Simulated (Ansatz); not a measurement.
## Geometry relaxation of Ge$_{7}$Si$_{9}$ (part 2 of 2)

The same run, continued: Ge$_{7}$Si$_{9}$ (Cm, 16 atoms in the cell); DFT PBEsol, scalar-relativistic, plane waves, PAW, no spin polarisation (Ansatz 0.2.0); cutoff 420 eV, 6×6×6 k-mesh, Gaussian smearing of 0.01 eV. The structure was built on a prototype by a generator; it need not be a known phase.

Geometry of the input (Å; fractional positions):
```
0.0000  0.0000  -6.4139
-3.8852  -6.7294  0.0000
-3.8852  6.7294  0.0000
Si 0.9371  0.1667  0.8333
Si 0.9371  0.1667  0.3333
Si 0.9371  0.6667  0.8333
Si 0.9371  0.6667  0.3333
Ge 0.4371  0.3333  0.1667
Ge 0.4371  0.3333  0.6667
Si 0.4371  0.8333  0.1667
Si 0.4371  0.8333  0.6667
Ge 0.5629  0.1667  0.8333
Ge 0.5629  0.1667  0.3333
Ge 0.5629  0.6667  0.8333
Si 0.5629  0.6667  0.3333
Ge 0.0629  0.3333  0.1667
Ge 0.0629  0.3333  0.6667
Si 0.0629  0.8333  0.1667
Si 0.0629  0.8333  0.6667
```

## Output, continued
```
--- Forces (eV/Å), atoms counted from 1 ---
  atom   1  Si    -0.00006266     0.00013532    -0.00010662
  atom   2  Si     0.00008586    -0.00012192    -0.00010662
  atom   3  Si     0.00032098     0.00018532     0.00003329
  atom   4  Si    -0.00041752    -0.00024106    -0.00017425
  atom   5  Ge     0.00019534     0.00011278    -0.00005445
  atom   6  Ge    -0.00029361    -0.00016952     0.00033175
  atom   7  Si    -0.00020295    -0.00014903    -0.00024255
  atom   8  Si    -0.00023053    -0.00010125    -0.00024255
  atom   9  Ge     0.00047041     0.00012310     0.00031718
  atom  10  Ge     0.00034181     0.00034583     0.00031718
  atom  11  Ge    -0.00080854    -0.00046681     0.00000712
  atom  12  Si     0.00097841     0.00056489     0.00023995
  atom  13  Ge    -0.00045279    -0.00026142    -0.00027495
  atom  14  Ge     0.00036906     0.00021308    -0.00024690
  atom  15  Si    -0.00006075    -0.00023333     0.00010175
  atom  16  Si    -0.00023244     0.00006405     0.00010175
  max |Σ_I F_I| component: 1.07e-6 eV/Å
--- Stress (GPa, compression-positive) ---
        0.002048      -0.000368      -0.000476
       -0.000368       0.002473      -0.000275
       -0.000476      -0.000275       0.001455
  P = ⅓ Tr σ = 0.0020 GPa (0.020 kbar)
--- Band table (eV; the first three rows and the last of 68) ---
  k-point 0: bands = ["-17.2538", "-17.2538", "-17.2428", "-17.2333", "-17.2179", "-17.1786", "-17.1602", "-17.1516", "-17.1487", "-17.1370", "-17.1013", "-17.1004", "-17.0903", "-17.0895", "-17.0824", "-17.0788", "-17.0782", "-17.0751", "-17.0733", "-17.0667", "-17.0642", "-17.0574", "-17.0519", "-17.0459", "-17.0357", "-17.0267", "-17.0050", "-17.0045", "-16.9811", "-16.9731", "-16.9678", "-16.9479", "-16.9464", "-16.9243", "-16.9079", "-5.1521", "-3.1922", "-2.9817", "-2.9108", "-2.9042", "-1.5730", "-1.3665", "-1.2653", "-0.8342", "-0.6055", "-0.4754", "0.0089", "0.9422", "1.1288", "1.2800", "2.6965", "2.7212", "2.7468", "4.2852", "4.3043", "4.3371", "4.4471", "4.4647", "4.4691", "5.8746", "5.8782", "5.9590", "5.9701", "6.0346", "7.1367", "7.5008", "7.5466", "7.6310", "7.7767", "7.9048", "7.9413", "9.0641", "9.2344", "9.4540", "9.5300", "9.6291", "9.7150", "10.1239", "10.3598", "10.4803", "10.6200", "10.7279", "10.8249"]
  k-point 1: bands = ["-17.2563", "-17.2545", "-17.2428", "-17.2323", "-17.2187", "-17.1772", "-17.1565", "-17.1513", "-17.1488", "-17.1357", "-17.1012", "-17.1002", "-17.0905", "-17.0894", "-17.0817", "-17.0790", "-17.0784", "-17.0751", "-17.0735", "-17.0667", "-17.0642", "-17.0574", "-17.0526", "-17.0454", "-17.0417", "-17.0218", "-17.0068", "-17.0031", "-16.9811", "-16.9765", "-16.9689", "-16.9517", "-16.9459", "-16.9199", "-16.9068", "-5.0738", "-3.4315", "-3.0657", "-2.9727", "-2.8376", "-1.4502", "-1.3016", "-1.1180", "-0.8873", "-0.6527", "-0.5802", "0.0460", "1.1560", "1.2764", "1.6917", "2.5732", "2.7106", "2.7264", "3.9544", "3.9645", "4.3884", "4.5210", "4.5313", "4.7571", "5.1500", "5.5660", "5.5966", "5.7339", "6.0577", "6.6810", "7.0085", "7.3546", "7.8334", "8.3290", "8.4178", "8.5217", "9.4026", "9.4782", "9.5712", "9.6997", "9.7725", "9.9059", "10.0669", "10.1651", "10.5509", "10.6686", "10.8003", "11.3197"]
  k-point 2: bands = ["-17.2592", "-17.2573", "-17.2429", "-17.2311", "-17.2198", "-17.1748", "-17.1515", "-17.1503", "-17.1459", "-17.1337", "-17.1010", "-17.0996", "-17.0910", "-17.0892", "-17.0806", "-17.0792", "-17.0786", "-17.0753", "-17.0740", "-17.0667", "-17.0642", "-17.0574", "-17.0537", "-17.0509", "-17.0441", "-17.0139", "-17.0083", "-17.0020", "-16.9868", "-16.9812", "-16.9693", "-16.9560", "-16.9462", "-16.9124", "-16.9055", "-4.8415", "-3.9613", "-3.1573", "-3.0396", "-2.6112", "-1.7228", "-1.2358", "-1.0723", "-0.7291", "-0.6846", "-0.2578", "0.1194", "1.4691", "1.5774", "2.4929", "2.6769", "2.7181", "2.7576", "3.3454", "3.3583", "3.9515", "4.5947", "4.6929", "4.7107", "4.9254", "4.9623", "5.3338", "5.3535", "5.3662", "6.2587", "6.6228", "6.9881", "8.0702", "8.6097", "9.1263", "9.1441", "9.6407", "9.6798", "9.7058", "9.8365", "10.3697", "10.5023", "10.5783", "10.7887", "10.8221", "10.8916", "11.1685", "11.3114"]
  k-point 67: bands = ["-17.2542", "-17.2521", "-17.2419", "-17.2319", "-17.2186", "-17.1781", "-17.1597", "-17.1498", "-17.1470", "-17.1357", "-17.1001", "-17.0996", "-17.0885", "-17.0878", "-17.0836", "-17.0803", "-17.0795", "-17.0753", "-17.0737", "-17.0657", "-17.0653", "-17.0591", "-17.0555", "-17.0474", "-17.0357", "-17.0269", "-17.0054", "-17.0048", "-16.9791", "-16.9735", "-16.9677", "-16.9484", "-16.9468", "-16.9263", "-16.9086", "-3.9949", "-3.7187", "-3.5953", "-3.3487", "-2.7176", "-2.5167", "-2.4259", "-2.1245", "0.0829", "0.3430", "0.4143", "0.6478", "1.7732", "2.1088", "2.2749", "2.3915", "3.4423", "3.4824", "3.5642", "3.6019", "4.3732", "4.4372", "4.5340", "4.6630", "4.9424", "5.0438", "5.1624", "5.3397", "5.3434", "5.4707", "5.6268", "5.9151", "8.5611", "8.6174", "8.9233", "9.0082", "9.0172", "9.0737", "9.1968", "9.2817", "10.7020", "10.8353", "10.9728", "11.2324", "11.3605", "11.4229", "11.6285", "11.7695"]
--- Relaxed structure (5 steps of the walk, 5 accepted, 1 SCFs on fresh bases) ---
  F+E_penalty+E_count = -35367.53805313 eV   max|allowed force component| = 9.784e-4 eV/Å   (the final SCF, on the basis selected at the relaxed cell)
  cell:  # Å, volume = 337.6286 Å³
    - [-0.00040368239000926174, -0.0002330661367389169, -6.431114490885422]
    - [-3.8934887152573325, -6.742823322643884, -0.0004890627630170501]
    - [-3.892711933010801, 6.742374841419724, -1.6805133673525319e-18]
  atoms:
    - { symbol: Si, position: [0.9397841031159209, 0.16100865073654497, 0.8307190363151167] }
    - { symbol: Si, position: [0.9397841031159209, 0.16100865073654502, 0.3302896144214284] }
    - { symbol: Si, position: [0.9404664558438084, 0.672409683005808, 0.836204841502904] }
    - { symbol: Si, position: [0.933397383332044, 0.6723901891812107, 0.3361950945906054] }
    - { symbol: Ge, position: [0.4390448340907838, 0.3382958373277618, 0.1691479186638809] }
    - { symbol: Ge, position: [0.4386007856830608, 0.33404140447662095, 0.6670207022383104] }
    - { symbol: Si, position: [0.43280529535771295, 0.83059565219592, 0.16853552747510492] }
    - { symbol: Si, position: [0.43280529535771295, 0.8305956521959201, 0.662060124720815] }
    - { symbol: Ge, position: [0.5660704646886062, 0.16040876958292372, 0.8304311421357674] }
    - { symbol: Ge, position: [0.5660704646886062, 0.16040876958292372, 0.3299776274471564] }
    - { symbol: Ge, position: [0.565091349886464, 0.6731330153192189, 0.8365665076596095] }
    - { symbol: Si, position: [0.5639338505578557, 0.6724225868943152, 0.33621129344715756] }
    - { symbol: Ge, position: [0.05716726978118448, 0.3350732277533957, 0.16753661387669783] }
    - { symbol: Ge, position: [0.05750004678781193, 0.3337711875812254, 0.6668855937906127] }
    - { symbol: Si, position: [0.0637391488562534, 0.8322183617148332, 0.16703657247529322] }
    - { symbol: Si, position: [0.0637391488562534, 0.8322183617148334, 0.66518178923954] }
```

## Trajectory as extended XYZ (Å, eV, eV/Å), 6 frames, from step=1 to step=6
```
16
Lattice="0.0000 0.0000 -6.4139 -3.8852 -6.7294 0.0000 -3.8852 6.7294 0.0000" Properties=species:S:1:pos:R:3:forces:R:3 step=1 energy=-35367.41488 pressure_GPa=0.64
Si   -3.8852    4.4863   -6.0104    0.3317   0.1942  -0.1279
Si   -1.9426    1.1216   -6.0104    0.3340   0.1902  -0.1279
Si   -5.8278    1.1216   -6.0104   -0.3349  -0.1933  -0.2548
Si   -3.8852   -2.2431   -6.0104   -0.3331  -0.1923   0.1358
Ge   -1.9426   -1.1216   -2.8035   -0.3668  -0.2118  -0.1167
Ge   -3.8852    2.2431   -2.8035    0.0085   0.0049   0.0291
Si   -3.8852   -4.4863   -2.8035   -0.0078   0.3821   0.2411
Si   -5.8278   -1.1216   -2.8035    0.3270  -0.1978   0.2411
Ge   -3.8852    4.4863   -3.6104    0.3790   0.2063  -0.3140
Ge   -1.9426    1.1216   -3.6104    0.3682   0.2251  -0.3140
Ge   -5.8278    1.1216   -3.6104   -0.3691  -0.2131  -0.1631
Si   -3.8852   -2.2431   -3.6104   -0.3400  -0.1963  -0.1009
Ge   -1.9426   -1.1216   -0.4034    0.0161   0.0093   0.4180
Ge   -3.8852    2.2431   -0.4034    0.0121   0.0070   0.4202
Si   -3.8852   -4.4863   -0.4034   -0.0110  -0.0100   0.0169
Si   -5.8278   -1.1216   -0.4034   -0.0141  -0.0045   0.0169
16
Lattice="0.0004 0.0002 -6.4350 -3.8902 -6.7396 0.0004 -3.8916 6.7404 0.0000" Properties=species:S:1:pos:R:3:forces:R:3 step=2 energy=-35367.53492 pressure_GPa=0.02
Si   -3.8613    4.5134   -6.0457    0.0192   0.0080  -0.0234
Si   -1.9135    1.1397   -6.0457    0.0165   0.0126  -0.0234
Si   -5.8679    1.1058   -6.0504   -0.0142  -0.0082   0.0108
Si   -3.9201   -2.2632   -6.0155   -0.0280  -0.0162   0.1069
Ge   -1.9739   -1.1396   -2.8187   -0.0048  -0.0028  -0.0894
Ge   -3.8957    2.2444   -2.8112    0.0248   0.0143  -0.1163
Si   -3.8853   -4.4641   -2.7874   -0.0286   0.0276   0.0258
Si   -5.8087   -1.1327   -2.7874    0.0096  -0.0386   0.0258
Ge   -3.8595    4.5155   -3.6448    0.0290  -0.0092   0.0553
Ge   -1.9108    1.1402   -3.6448    0.0066   0.0297   0.0553
Ge   -5.8712    1.1038   -3.6379   -0.0048  -0.0028   0.0234
Si   -3.9211   -2.2639   -3.6333   -0.0313  -0.0181   0.0058
Ge   -1.9567   -1.1297   -0.3718    0.0473   0.0273   0.0447
Ge   -3.8955    2.2445   -0.3698    0.0284   0.0164   0.0546
Si   -3.8858   -4.4822   -0.4061   -0.0290  -0.0301  -0.0779
Si   -5.8246   -1.1241   -0.4061   -0.0405  -0.0101  -0.0779
16
Lattice="-0.0006 -0.0003 -6.4268 -3.8967 -6.7456 -0.0007 -3.8935 6.7438 0.0000" Properties=species:S:1:pos:R:3:forces:R:3 step=3 energy=-35367.53745 pressure_GPa=-0.01
Si   -3.8619    4.5156   -6.0403   -0.0060   0.0017  -0.0026
Si   -1.9139    1.1415   -6.0403   -0.0015  -0.0060  -0.0026
Si   -5.8764    1.1031   -6.0450    0.0013   0.0007   0.0057
Si   -3.9293   -2.2686   -6.0002    0.0027   0.0016   0.0130
Ge   -1.9779   -1.1419   -2.8231    0.0067   0.0039   0.0056
Ge   -3.8989    2.2448   -2.8194    0.0024   0.0014  -0.0042
Si   -3.8933   -4.4668   -2.7834    0.0029   0.0011   0.0214
Si   -5.8150   -1.1383   -2.7834    0.0024   0.0020   0.0214
Ge   -3.8583    4.5188   -3.6376   -0.0083  -0.0106  -0.0028
Ge   -1.9093    1.1430   -3.6376   -0.0133  -0.0019  -0.0028
Ge   -5.8806    1.1007   -3.6309    0.0067   0.0039  -0.0126
Si   -3.9299   -2.2690   -3.6235    0.0018   0.0011  -0.0209
Ge   -1.9580   -1.1305   -0.3679    0.0045   0.0026   0.0046
Ge   -3.8974    2.2457   -0.3695    0.0016   0.0009   0.0043
Si   -3.8934   -4.4871   -0.4092   -0.0003  -0.0040  -0.0138
Si   -5.8326   -1.1282   -0.4092   -0.0036   0.0017  -0.0138
16
Lattice="-0.0004 -0.0002 -6.4329 -3.8927 -6.7421 -0.0005 -3.8925 6.7419 0.0000" Properties=species:S:1:pos:R:3:forces:R:3 step=4 energy=-35367.53764 pressure_GPa=-0.00
Si   -3.8605    4.5148   -6.0452   -0.0013   0.0012  -0.0034
Si   -1.9127    1.1412   -6.0452    0.0004  -0.0017  -0.0034
Si   -5.8729    1.1039   -6.0499    0.0009   0.0005  -0.0039
Si   -3.9265   -2.2670   -6.0042    0.0013   0.0007  -0.0075
Ge   -1.9756   -1.1406   -2.8246    0.0006   0.0003   0.0023
Ge   -3.8966    2.2449   -2.8216   -0.0019  -0.0011   0.0022
Si   -3.8895   -4.4638   -2.7844    0.0015  -0.0001  -0.0016
Si   -5.8105   -1.1365   -2.7844    0.0007   0.0014  -0.0016
Ge   -3.8570    4.5172   -3.6417   -0.0013  -0.0006  -0.0001
Ge   -1.9089    1.1431   -3.6417   -0.0011  -0.0008  -0.0001
Ge   -5.8768    1.1016   -3.6355    0.0001   0.0001  -0.0005
Si   -3.9268   -2.2671   -3.6282    0.0020   0.0011   0.0014
Ge   -1.9562   -1.1294   -0.3682   -0.0029  -0.0017   0.0022
Ge   -3.8950    2.2458   -0.3703   -0.0019  -0.0011   0.0006
Si   -3.8899   -4.4847   -0.4110    0.0015   0.0006   0.0066
Si   -5.8288   -1.1264   -0.4110    0.0013   0.0010   0.0066
16
Lattice="-0.0004 -0.0002 -6.4311 -3.8935 -6.7428 -0.0005 -3.8927 6.7424 0.0000" Properties=species:S:1:pos:R:3:forces:R:3 step=5 energy=-35367.53767 pressure_GPa=0.00
Si   -3.8610    4.5151   -6.0439   -0.0001   0.0001  -0.0001
Si   -1.9130    1.1411   -6.0439    0.0001  -0.0001  -0.0001
Si   -5.8735    1.1038   -6.0486    0.0003   0.0002   0.0000
Si   -3.9270   -2.2673   -6.0031   -0.0004  -0.0002  -0.0002
Ge   -1.9758   -1.1407   -2.8237    0.0002   0.0001  -0.0001
Ge   -3.8973    2.2448   -2.8209   -0.0003  -0.0002   0.0003
Si   -3.8902   -4.4643   -2.7838   -0.0002  -0.0002  -0.0002
Si   -5.8113   -1.1368   -2.7838   -0.0002  -0.0001  -0.0002
Ge   -3.8574    4.5173   -3.6405    0.0005   0.0001   0.0003
Ge   -1.9093    1.1431   -3.6405    0.0003   0.0003   0.0003
Ge   -5.8776    1.1015   -3.6345   -0.0008  -0.0005   0.0000
Si   -3.9271   -2.2673   -3.6271    0.0010   0.0006   0.0002
Ge   -1.9568   -1.1298   -0.3678   -0.0005  -0.0003  -0.0003
Ge   -3.8956    2.2458   -0.3700    0.0004   0.0002  -0.0002
Si   -3.8905   -4.4853   -0.4103   -0.0001  -0.0002   0.0001
Si   -5.8296   -1.1266   -0.4103   -0.0002   0.0001   0.0001
16
Lattice="-0.0004 -0.0002 -6.4311 -3.8935 -6.7428 -0.0005 -3.8927 6.7424 0.0000" Properties=species:S:1:pos:R:3:forces:R:3 step=6 energy=-35367.53805 pressure_GPa=0.00
Si   -3.8610    4.5151   -6.0439   -0.0001   0.0001  -0.0001
Si   -1.9130    1.1411   -6.0439    0.0001  -0.0001  -0.0001
Si   -5.8735    1.1038   -6.0486    0.0003   0.0002   0.0000
Si   -3.9270   -2.2673   -6.0031   -0.0004  -0.0002  -0.0002
Ge   -1.9758   -1.1407   -2.8237    0.0002   0.0001  -0.0001
Ge   -3.8973    2.2448   -2.8209   -0.0003  -0.0002   0.0003
Si   -3.8902   -4.4643   -2.7838   -0.0002  -0.0001  -0.0002
Si   -5.8113   -1.1368   -2.7838   -0.0002  -0.0001  -0.0002
Ge   -3.8574    4.5173   -3.6405    0.0005   0.0001   0.0003
Ge   -1.9093    1.1431   -3.6405    0.0003   0.0003   0.0003
Ge   -5.8776    1.1015   -3.6345   -0.0008  -0.0005   0.0000
Si   -3.9271   -2.2673   -3.6271    0.0010   0.0006   0.0002
Ge   -1.9568   -1.1298   -0.3678   -0.0005  -0.0003  -0.0003
Ge   -3.8956    2.2458   -0.3700    0.0004   0.0002  -0.0002
Si   -3.8905   -4.4853   -0.4103   -0.0001  -0.0002   0.0001
Si   -5.8296   -1.1266   -0.4103   -0.0002   0.0001   0.0001
```

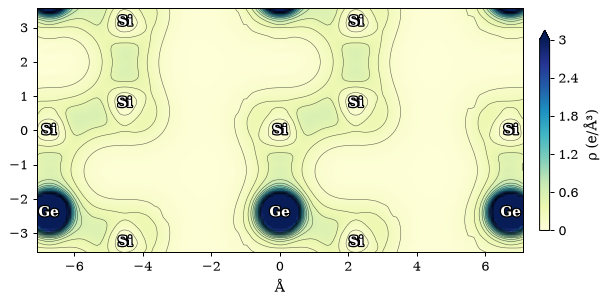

**Figure 1.** Valence charge density (pseudo) on the (010) plane of the conventional cell. The section cuts through Si and Ge sites. Si–Si (2.36 Å): ρ is about 0.56 e/Å³ halfway, a local maximum along the line. Si–Ge (2.38 Å): ρ is about 0.55 e/Å³ halfway. Away from the nuclei the density in this plane falls to 0.01 e/Å³ at its lowest. In a PAW calculation such maps are meaningful between the atoms, not at the nuclei.

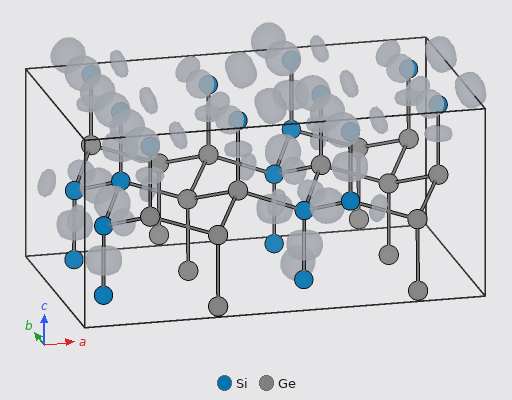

**Figure 2.** Isosurface of the ELF at 0.85 (grey), seen at an oblique angle. Only the valence region is drawn (cores and ρ < 0.01 e/Å³ removed). Sticks mark near contacts. The outline is the cell set on symmetry axes. Along the contacts the grid gives the following. Si–Ge (2.38 Å): the ELF peaks at about 0.90 between the atoms (a shared electron pair).

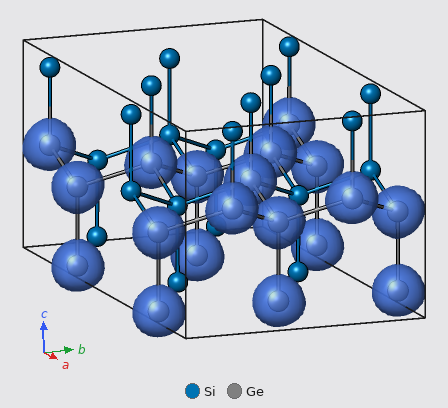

**Figure 3.** Isosurface of the valence charge density (pseudo) at 0.8 e/Å³ (blue), seen slightly off an axis. Sticks mark near contacts. The outline is the cell set on symmetry axes. At this value the density breaks into separate islands; it holds about 55 % of the electrons treated as valence (semicore included). It is pinched off along the Si–Si (2.35 Å), Si–Ge (2.38 Å) and Ge–Ge (2.42 Å) contacts. On the grid the lowest density along these lines, outside the cores, is 0.55 e/Å³ (Si–Si, 2.35 Å), 0.52 e/Å³ (Si–Ge, 2.38 Å) and 0.53 e/Å³ (Ge–Ge, 2.42 Å).
